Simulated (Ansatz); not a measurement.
## Pt: 6 runs along one coordinate

System: Pt (P2₁/m, 2 atoms in the cell).
Method: DFT LDA, scalar-relativistic, plane waves, PAW, no spin polarisation (Ansatz 0.2.0).

The 6 runs differ only in the geometry, by a shift of atoms along one path in a fixed cell. The shift s is measured from run 4: Pt1 moves along the Cartesian direction (0.00, 1.00, 0.00), and Pt2 with it in fixed proportion. The structure derives from a Materials Project entry.

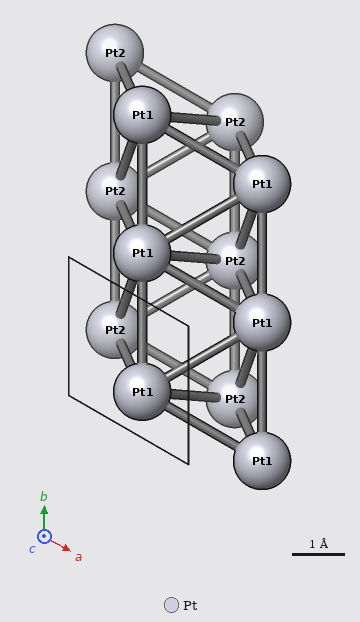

Figure 1. The structure of run 4 (ball-and-stick view of the cell of the calculation, repeated 2 × 3 × 1, along the c axis; atoms are numbered from 1 in the order of the input).

**Input of run 4**
```yaml
crystal:
  lattice:
    - [2.7081940711, 0.0, 0.0]
    - [-1.3540970355, 2.3453648639, 0.0]
    - [0.0, 0.0, 4.6773974959]
  atoms:
    - { symbol: Pt, position: [0.6138639516, 0.3333333333, 0.75] }
    - { symbol: Pt, position: [0.3861360484, 0.6666666667, 0.25] }
basis:
  ecutwfc: 420
kpoints:
  mp_grid: { grid: [18, 18, 10] }
hamiltonian:
  xc: lda
scf:
  occupations: { method: gaussian, width: 0.15 }
output:
  forces: true
  stress: true
  eigenvalues: true
```

Command:
```bash
ansatz run input.yaml --threads 1 --pin off --max-ram 2048MiB --backend cpu --events-out ev --progress --plain --runs-dir out
```

Run 5 differs from it as follows:
```diff
-    - { symbol: Pt, position: [0.6138639516, 0.3333333333, 0.75] }
-    - { symbol: Pt, position: [0.3861360484, 0.6666666667, 0.25] }
+    - { symbol: Pt, position: [0.624032945, 0.3536713203, 0.75] }
+    - { symbol: Pt, position: [0.375967055, 0.6463286797, 0.25] }
```

**Results, with one run withheld**

```tsv
run	shift s of Pt1 (Å)	free energy per atom, from the lowest run given (meV)	pressure (GPa)	force along the path (eV/Å)
1	−0.1430	2.11	1.04	0.287
2	−0.0953	0.00	0.59	−0.102
3	−0.0477	6.18	0.60	−0.391
4	0.0000	17.12	0.96	−0.493
5	0.0477	?	?	?
6	0.0953	36.69	2.13	−0.281
```

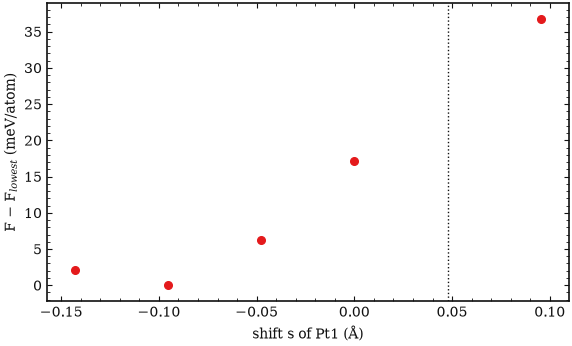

Figure 2. Free energy per atom of the runs given; the dotted line marks run 5.

Fit the runs given and predict run 5.

A cubic polynomial in the coordinate, fitted to the 5 runs given, misses them by at most 0.06 meV per atom. With x = s + 0.0381, it reads F = 8.1859 + 210.96 x + 826.35 x² − 6040.7 x³ (meV per atom). At run 5 it gives 28.55 meV per atom, and the run itself gives 28.25. The slope of the fit gives a force −dF/ds of −0.439 eV/Å along the path (summed over the atoms that move), and the printed forces give −0.421 eV/Å. The fit has its minimum at s = −0.1096 Å.

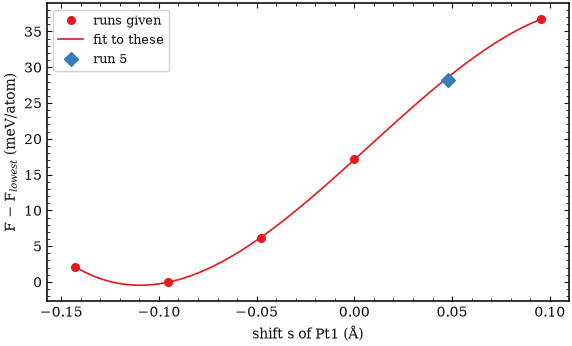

Figure 3. The fit and the withheld run.

**Output, shortened to warnings, some set-up lines, iterations and results (run 5)**
```
Basis set: ecut = 420 eV, 597 PW (Γ)
Symmetry: 4 space group operations
k-points: 984 of 3240
Initial density: superposition of atomic densities (neutral atoms: chi_scale 0, normalization atom), corrected by the library's trained network
[...]
SCF iter   1: F=—  HF=-24489.845334 eV  |F-HF|=—  |Δ(HF+E_count)|=         —  Δρ=1.03e-2  dr2=1.26e-2  ethr=1.77e-3  ⟨swp⟩=4.9  Hψ=83681  notcnv=0
SCF iter   2: F=—  HF=-24489.844135 eV  |F-HF|=—  |Δ(HF+E_count)|=   1.20e-3  Δρ=5.13e-3  dr2=3.11e-3  ethr=3.49e-5  ⟨swp⟩=2.1  Hψ=35222  notcnv=0
SCF iter   3: F=—  HF=-24489.843320 eV  |F-HF|=—  |Δ(HF+E_count)|=   8.15e-4  Δρ=5.72e-4  dr2=4.28e-5  ethr=8.64e-6  ⟨swp⟩=2.3  Hψ=32011  notcnv=0
SCF iter   4: F=—  HF=-24489.843320 eV  |F-HF|=—  |Δ(HF+E_count)|=   2.36e-7  Δρ=9.09e-5  dr2=1.96e-6  ethr=1.19e-7  ⟨swp⟩=2.4  Hψ=36579  notcnv=0
SCF iter   5: F=-24489.843319 eV  HF=-24489.843319 eV  |F-HF|=3.60e-8  |Δ(HF+E_count)|=   3.30e-7  Δρ=2.19e-5  dr2=9.32e-8  ethr=5.44e-9  ⟨swp⟩=1.9  Hψ=30869  notcnv=0
SCF iter   6: F=-24489.843319 eV  HF=-24489.843319 eV  |F-HF|=1.05e-9  |Δ(HF+E_count)|=   2.14e-8  Δρ=5.25e-6  dr2=4.50e-9  ethr=2.59e-10  ⟨swp⟩=2.5  Hψ=77195  notcnv=0
SCF 1 converged in 6 iterations: F = -24489.843319 eV  dr2 = 4.50e-9
SCF converged after 6 iterations
Free energy (F): -24489.843319 eV
Harris-Foulkes:  -24489.843319 eV  (|F-HF|=1.05e-9)
Internal energy: -24489.812435 eV  (E = F + TS)
E sigma→0 (E₀):  -24489.827877 eV
Entropy (-TS):   -0.030884 eV (-15.442 meV/atom)
Fermi energy:    23.481656 eV
--- Per-component energies (eV) ---
  E_band       = -256.865005
  E_kinetic    = 1278.973196
  E_local      = -2908.755669  (includes V_loc(G=0)·N_el)
  E_nonlocal   = 413.837399
  E_hartree    = 1077.969707
  E_xc         = -521.820002
  E_vxc        = -606.834712  (∫ρ·V_xc dr)
  E_paw        = -18355.478786  (= ΣΔE_a)
  E_vpaw       = -590.022819  (= ΣTr[D̂ρ^β])
  E_aug_tail   = 0.000332  (compensation charges beyond the density's cutoff)
  E_ewald      = -5475.466351
  E_core_change = 0.927739  (= ΣΔE_core)
  E_smearing   = -0.030884  (= −TS)
  E_closure    = -0.000000  (closes the sum)
  Σ components = -24489.843319   (vs F -24489.843319, Δ=0.00e0)
--- Forces (eV/Å), atoms counted from 1 ---
  atom   1  Pt     0.17979877    -0.21040954     0.00000000
  atom   2  Pt    -0.17979877     0.21040954     0.00000000
  max |Σ_I F_I| component: 2.78e-17 eV/Å
--- Stress (GPa, compression-positive) ---
        1.043601      -1.416771      -0.000000
       -1.416771      -1.001738       0.000000
       -0.000000       0.000000       4.464982
  P = ⅓ Tr σ = 1.5023 GPa (15.023 kbar)
```

Notes: Spin–orbit coupling is left out, which matters for Pt.
